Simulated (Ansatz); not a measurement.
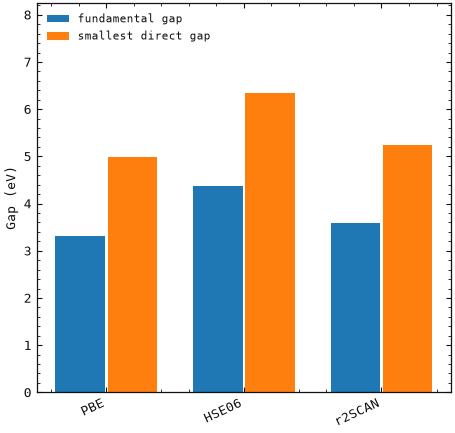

Gaps of C, space group P6_3/mmc (No. 194), 4 atoms in the cell, lonsdaleite (2H) type, at several levels of theory on one cell (Ansatz, plane waves and PAW; edges over the mesh and the special points).

Question: How does the gap depend on the level, and does its kind change?

Answer: In rising order: PBE 3.32 eV, r2SCAN 3.60 eV and HSE06 4.38 eV. It is indirect at every level.
